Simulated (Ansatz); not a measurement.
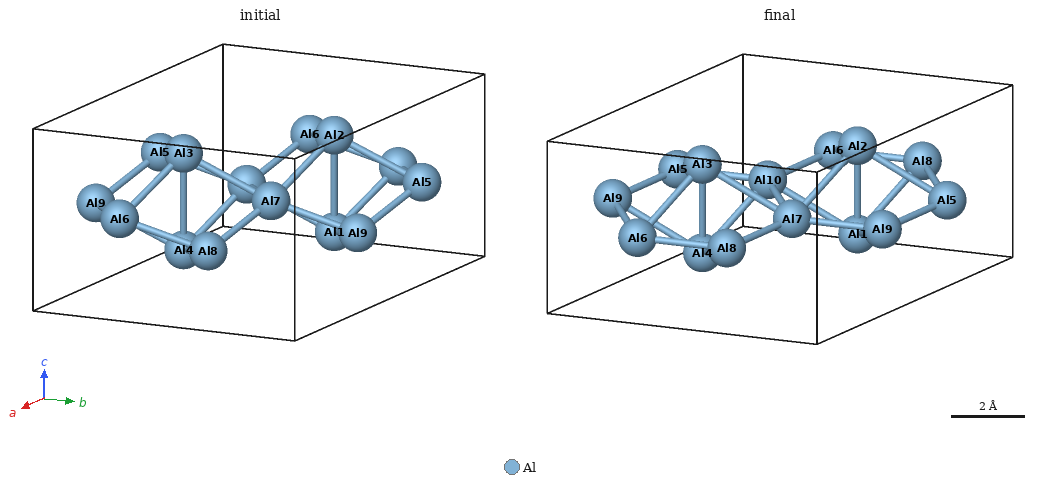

The structure of crystalline Al (a generated structure, set up in P-31m) before (left) and after (right) a relaxation, at one scale.

A ball-and-stick model of the cell of the calculation, seen from a free direction.

These are results of DFT PBE, scalar-relativistic, plane waves, PAW (Ansatz), not measurements.

Input
```yaml
crystal:
  lattice:
    - [7.482852323, 0.0, 0.0]
    - [-3.7414261615, 6.4803402045, 0.0]
    - [0.0, 0.0, 5.6073991815]
  atoms:
    - { symbol: Al, position: [0.3333333333, 0.6666666667, 0.2350507701] }
    - { symbol: Al, position: [0.3333333333, 0.6666666667, 0.7649492299] }
    - { symbol: Al, position: [0.6666666667, 0.3333333333, 0.7649492299] }
    - { symbol: Al, position: [0.6666666667, 0.3333333333, 0.2350507701] }
    - { symbol: Al, position: [0.3310825759, 0.0, 0.5606817749] }
    - { symbol: Al, position: [0.0, 0.3310825759, 0.5606817749] }
    - { symbol: Al, position: [0.6689174241, 0.6689174241, 0.5606817749] }
    - { symbol: Al, position: [0.0, 0.6689174241, 0.4393182251] }
    - { symbol: Al, position: [0.6689174241, 0.0, 0.4393182251] }
    - { symbol: Al, position: [0.3310825759, 0.3310825759, 0.4393182251] }
basis:
  ecutwfc: 420
kpoints:
  mp_grid: { grid: [6, 6, 8] }
hamiltonian:
  xc: pbe
scf:
  occupations: { method: gaussian, width: 0.1 }
output:
  forces: true
  stress: true
  eigenvalues: true
  write_density: true
  write_potential: true
  elf: true
  volumetric_format: npy
relax:
  adjacent_minimum: "off"
  f_tol: 0.01
  max_steps: 80
  cell: { stress_tol: 0.05 }
```

Run as
```bash
ansatz run input.yaml --threads 1 --pin off --max-ram 2560MiB --backend cpu --events-out ev --progress --plain --runs-dir out
```

> What changed between the two?

The energy falls by 7.5 meV per atom in 8 accepted moves (9 points after the start). The largest force component goes from 0.034 to 0.001 eV/Å. The pressure goes from −0.31 to 0.01 GPa. At 1 point the geometry stayed and the basis and grid were re-selected for the new cell (energy shift of 0.2 meV per atom at most each time). The largest moves relative to the cell, 0.32 Å, are those of Al5, Al6, Al7, Al8, Al9 and Al10. Al5 goes along −c. The drawn cell changes as follows: a = b 7.483 → 7.705 Å (+3.0 %), c 5.607 → 5.301 Å (−5.5 %); the volume changes by +0.2 %. Among the contacts that change: Al1–Al2 2.971 → 2.720 Å, Al1–Al10 2.752 → 2.900 Å, Al5–Al9 2.618 → 2.549 Å, Al1–Al2 (another image) 2.636 → 2.580 Å. Bond angles that change, for instance: Al2–Al7–Al8 170.8° → 152.3°, Al2–Al7–Al9 71.1° → 63.7°, Al8–Al7–Al9 113.3° → 120.0°. The space group (tolerance 0.01 Å) goes from P-31m (No. 162) to P6/mmm (No. 191).
